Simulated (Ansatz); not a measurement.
**Single-point calculation, with input and output: Pb**

System: Pb (slab, 5 atoms in the cell).
Method: DFT, PBE, PAW with Ansatz's default frozen-core files, scalar-relativistic, no spin polarisation (Ansatz 0.2.0).

It belongs to a series of runs on one base structure; here: vacuum of 22 Å, PAW files. Figures and captions count atoms from 1; the log counts them from 0 in places.

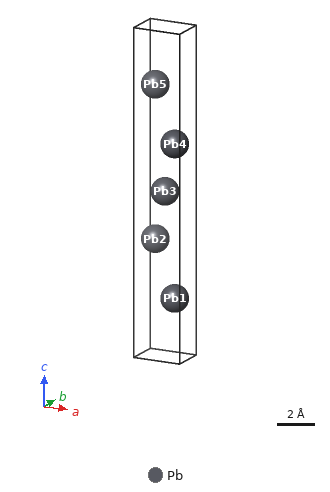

The structure as given in the input (spheres-only view of the cell of the calculation, with the vacuum cut short, seen slightly off an axis; atoms are numbered from 1 in the order of the input). An atom can appear more than once, as a periodic image.

## Input file
```yaml
crystal:
  lattice:
    - [3.5630884189, 0.0, 0.0]
    - [-1.7815442094, 3.0857250867, 0.0]
    - [0.0, 0.0, 33.286]
  atoms:
    - { symbol: Pb, position: [0.8333333333, 0.1666666667, 0.3304687648] }
    - { symbol: Pb, position: [0.1666666667, 0.8333333333, 0.4123189085] }
    - { symbol: Pb, position: [0.5, 0.5, 0.500000002] }
    - { symbol: Pb, position: [0.8333333333, 0.1666666667, 0.5876810938] }
    - { symbol: Pb, position: [0.1666666667, 0.8333333333, 0.6695312352] }
kpoints:
  mp_grid: { grid: [12, 12, 1] }
scf:
  occupations: { method: fermi_dirac, width: 0.08 }
hamiltonian:
  xc: pbe
  pseudopotentials: { kind: paw }
output:
  forces: true
  stress: true
  eigenvalues: true
efield:
  axis: 3
  amplitude: 0
  dipole_correction: true
```

Run as:
```bash
ansatz run input.yaml --threads 2 --pin off --max-ram 4096MiB --backend cpu --events-out ev --progress --plain --runs-dir out
```

## Log
```
Engine: ansatz 0.2.0, aarch64-unknown-linux-gnu
Pseudopotentials: kind: paw
Pseudopotential: Pb, paw, valence charge 14, recommended cutoff 420 eV (normal), Pb.paw.azcp
Functional definition: PBE
  parameter kappa = 0.804
  parameter beta = 0.06672455060314922
  exchange = pbe_x(kappa = kappa, mu = beta*pi^2/3)
  correlation = pbe_c(beta = beta)
Crystal: 5 atoms, lattice volume = 365.970 Å³
Basis set: ecut = 420 eV, 7053 PW (Γ), exchange–correlation on 48×48×450 points (8 copies of the dense FFT grid, shifted against one another)
Bands: 42, of which v1, the nominal top of the filled ones, is band 35 counted from 1 (34 counted from 0)
Symmetry: 6 space group operations
k-points: 19 of 144 (time reversal used)
Non-local potential: Pb, projectors of the file, l = 0: 2, l = 1: 2, l = 2: 2, l = 3: 2
PAW form: soft (Blöchl's): semilocal exchange-correlation on the pseudo side does not see the compensation charge
PAW one-centre angular grid: Pb, 590 points (default); XC on 64 Gauss nodes
Initial density: superposition of atomic densities (neutral atoms: chi_scale 0, normalization atom), corrected by the library's trained network
Initial wavefunctions: pseudopotential atomic-orbital guess
Functional: x = pbe(κ = 0.804, μ = 0.2195149727645171), c = pbe(β = 0.06672455060314922)
SCF iter   1: F=—  HF=-59531.698409 eV  |F-HF|=—  |Δ(HF+E_count)|=         —  Δρ=9.34e-4  dr2=1.02e-1  ethr=1.77e-3  p=-0.000 e·Å  D=-4.68e-10 V/Å  ΔV_dip=0.00 eV  dr2_dipole=9.71e-7  V_vac-E_F(+/−)=3.66/3.66 eV  ⟨swp⟩=9.3  Hψ=3663  notcnv=0
efield: sawtooth ramp at fractional position 0.9500 (placed from the atoms, in the widest stretch of the axis that holds none; the zero of the levels goes with the place), width 0.1000; the density the first Hamiltonian is built on has a dipole p = -0.000 e·Å; the dipole correction subtracts the counter field D = -4.68e-10 V/Å, which shifts the + side's vacuum level by +0.00 eV against the − side's; the planar-averaged density in the ramp window peaks in size at 2.4e-6 e/Å³
preconditioner: auto → LDOS  [metal: Δε(μ)=0.026 eV  Ē_g=15.717 eV  σ=0.080 eV  W_gap=0.08  n_scr=50 (ndim 8)  ℏωp=16.2 eV  f_vac=0.539  D(μ)=3.32/eV (n_scr^D=12)  β→1.0]
SCF iter   2: F=—  HF=-59531.695978 eV  |F-HF|=—  |Δ(HF+E_count)|=   2.43e-3  Δρ=3.97e-4  dr2=9.00e-4  ethr=1.45e-4  p=-0.000 e·Å  D=-1.89e-6 V/Å  ΔV_dip=0.00 eV  dr2_dipole=8.08e-7  V_vac-E_F(+/−)=3.62/3.62 eV  ⟨swp⟩=2.1  Hψ=1053  notcnv=0  defer=8
SCF iter   3: F=—  HF=-59531.696002 eV  |F-HF|=—  |Δ(HF+E_count)|=   2.46e-5  Δρ=3.24e-4  dr2=1.20e-3  ethr=1.29e-6  p=-0.000 e·Å  D=-2.93e-7 V/Å  ΔV_dip=0.00 eV  dr2_dipole=3.79e-8  V_vac-E_F(+/−)=3.62/3.62 eV  ⟨swp⟩=2.6  Hψ=1543  notcnv=0  defer=8
SCF iter   4: F=—  HF=-59531.695841 eV  |F-HF|=—  |Δ(HF+E_count)|=   1.61e-4  Δρ=5.40e-5  dr2=1.71e-5  ethr=1.29e-6  p=-0.000 e·Å  D=-9.39e-7 V/Å  ΔV_dip=0.00 eV  dr2_dipole=8.11e-10  V_vac-E_F(+/−)=3.62/3.62 eV  ⟨swp⟩=2.1  Hψ=1362  notcnv=0  defer=8
SCF iter   5: F=—  HF=-59531.695825 eV  |F-HF|=—  |Δ(HF+E_count)|=   1.58e-5  Δρ=1.91e-5  dr2=1.55e-6  ethr=2.44e-8  p=-0.000 e·Å  D=-4.59e-7 V/Å  ΔV_dip=0.00 eV  dr2_dipole=5.22e-12  V_vac-E_F(+/−)=3.62/3.62 eV  ⟨swp⟩=2.0  Hψ=1474  notcnv=0  defer=8
SCF iter   6: F=—  HF=-59531.695825 eV  |F-HF|=—  |Δ(HF+E_count)|=   3.49e-7  Δρ=3.69e-6  dr2=1.98e-7  ethr=2.21e-9  p=-0.000 e·Å  D=-2.60e-7 V/Å  ΔV_dip=0.00 eV  dr2_dipole=7.36e-11  V_vac-E_F(+/−)=3.61/3.61 eV  ⟨swp⟩=2.0  Hψ=1460  notcnv=0  defer=8
SCF iter   7: F=-59531.695825 eV  HF=-59531.695825 eV  |F-HF|=3.49e-10  |Δ(HF+E_count)|=   1.49e-8  Δρ=1.51e-6  dr2=1.71e-8  ethr=1.43e-10  p=-0.000 e·Å  D=-9.05e-8 V/Å  ΔV_dip=0.00 eV  dr2_dipole=8.63e-12  V_vac-E_F(+/−)=3.61/3.61 eV  ⟨swp⟩=9.5  Hψ=3910  notcnv=0
SCF 1 converged in 7 iterations: F = -59531.695825 eV  dr2 = 1.71e-8
  greatest PAW one-centre occupation: 0.979 electrons in one spin orbital (limit 2), on the Pb atom at site 4 (counted from 0), in its partial waves of l = 2
```

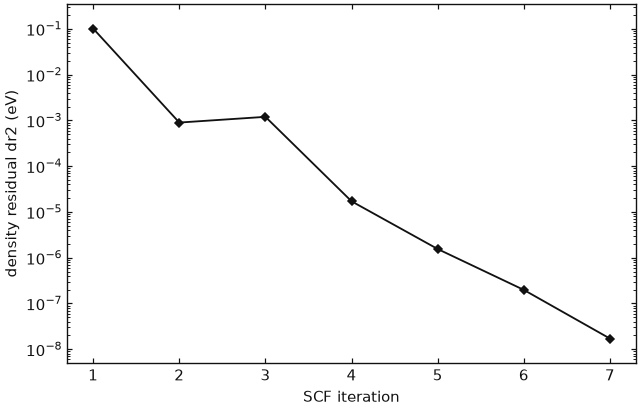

Convergence of the self-consistent field: density residual dr2 against the SCF iteration. The residual falls almost steadily, with no more than small rises.

```
SCF converged after 7 iterations
Free energy (F): -59531.695825 eV
Harris-Foulkes:  -59531.695825 eV  (|F-HF|=3.49e-10)
Internal energy: -59531.624286 eV  (E = F + TS)
E sigma→0 (E₀):  -59531.660055 eV
Entropy (-TS):   -0.071538 eV (-14.308 meV/atom)
Fermi energy:    2.456694 eV
Dipole field:    D = 0.000003 V/Å  (p = 0.000006 e·Å, saw-weighted, corrected)
Work function:   Φ+ = 3.6140 eV   Φ− = 3.6140 eV
Levels:          The Fermi level and band energies are counted from a zero that moves with the ramp; work functions are not
--- Per-component energies (eV) ---
  E_band       = -780.085405
  E_kinetic    = 1441.895217
  E_local      = -80323.733240  (includes V_loc(G=0)·N_el)
  E_nonlocal   = 1747.602735
  E_hartree    = 39343.848011
  E_xc         = -1102.206441
  E_vxc        = -660.125641  (∫ρ·V_xc dr)
  E_paw        = -52027.613133  (= ΣΔE_a)
  E_vpaw       = -1673.421282  (= ΣTr[D̂ρ^β])
  E_aug_tail   = 0.000242  (compensation charges beyond the density's cutoff)
  E_efield     = 0.000000  (sawtooth field / dipole correction)
  E_vefield    = 0.000000  (∫n·V_field dr)
  E_ewald      = 31388.582323
  E_smearing   = -0.071538  (= −TS)
  E_closure    = -0.000000  (closes the sum)
  Σ components = -59531.695825   (vs F -59531.695825, Δ=0.00e0)
--- Forces (eV/Å), atoms counted from 1 ---
  atom   1  Pb    -0.00000000    -0.00000000     0.00488916
  atom   2  Pb     0.00000000     0.00000000    -0.00804270
  atom   3  Pb    -0.00000000    -0.00000000    -0.00000023
  atom   4  Pb    -0.00000000    -0.00000000     0.00804232
  atom   5  Pb     0.00000000     0.00000000    -0.00488871
  max |Σ_I F_I| component: 1.64e-7 eV/Å
--- Stress (GPa, compression-positive) ---
        0.043365      -0.000000       0.000000
       -0.000000       0.043365       0.000000
        0.000000       0.000000      -0.003703
  P = ⅓ Tr σ = 0.0277 GPa (0.277 kbar)
--- Band table (eV; the first three rows and the last of 19) ---
  k-point 0: bands = ["-14.7308", "-14.6916", "-14.6916", "-14.6851", "-14.6849", "-14.6424", "-14.6424", "-14.6371", "-14.6371", "-14.6273", "-14.6273", "-14.6071", "-14.6071", "-14.6059", "-14.6038", "-14.5557", "-14.5557", "-14.5186", "-14.5186", "-14.5165", "-14.5165", "-14.4133", "-14.4133", "-14.3968", "-14.3968", "-8.9848", "-8.6592", "-7.8369", "-6.6772", "-5.8966", "-1.0238", "0.4099", "2.4670", "4.5366", "5.6332", "6.0115", "6.5984", "6.7411", "7.7003", "7.7003", "7.9066", "7.9517"]
  k-point 1: bands = ["-14.7254", "-14.6940", "-14.6825", "-14.6819", "-14.6787", "-14.6423", "-14.6404", "-14.6356", "-14.6342", "-14.6252", "-14.6150", "-14.6091", "-14.6017", "-14.5979", "-14.5921", "-14.5581", "-14.5552", "-14.5211", "-14.5196", "-14.5149", "-14.5126", "-14.4199", "-14.4126", "-14.4061", "-14.3960", "-8.8717", "-8.5461", "-7.7278", "-6.5770", "-5.8075", "-0.8977", "0.5185", "2.5397", "4.5776", "5.7155", "6.0897", "6.4443", "6.5999", "6.7936", "6.8573", "7.2409", "7.3294"]
  k-point 2: bands = ["-14.7297", "-14.6917", "-14.6903", "-14.6792", "-14.6482", "-14.6433", "-14.6389", "-14.6364", "-14.6210", "-14.6103", "-14.6071", "-14.6013", "-14.5806", "-14.5722", "-14.5712", "-14.5595", "-14.5563", "-14.5238", "-14.5084", "-14.4999", "-14.4938", "-14.4342", "-14.4282", "-14.4110", "-14.3937", "-8.5335", "-8.2086", "-7.4034", "-6.2813", "-5.5465", "-0.5292", "0.8239", "2.6646", "4.1876", "4.4405", "5.1279", "5.2833", "6.0020", "6.2549", "6.4058", "6.4284", "6.7030"]
  k-point 18: bands = ["-14.7107", "-14.7107", "-14.7064", "-14.6798", "-14.6485", "-14.6485", "-14.6073", "-14.6062", "-14.6062", "-14.5926", "-14.5926", "-14.5396", "-14.5396", "-14.5356", "-14.5334", "-14.4827", "-14.4827", "-14.4752", "-14.4642", "-14.4525", "-14.4271", "-14.4271", "-14.4195", "-14.3917", "-14.3917", "-4.8273", "-4.8037", "-4.8037", "-4.7131", "-4.7131", "-0.0062", "0.1351", "0.1351", "0.4052", "0.8853", "0.8853", "1.6744", "1.8665", "1.8665", "2.4446", "4.6865", "4.6865"]
```

## Key numbers

| quantity | value |
| --- | --- |
| outcome | converged |
| electrons treated | 70 |
| free energy | −59531.6958 eV |
| Fermi energy | 2.457 eV |
| largest force (length of the vector) | 0.008 eV/Å |
| hardware | 2 threads of Arm Neoverse V1, 24 GiB of memory available, shared host |
| wall time | 15 s (CPU time 28 s) |
| peak memory | 0.59 GiB |

## Remarks

Spin–orbit coupling is left out, which matters for Pb.
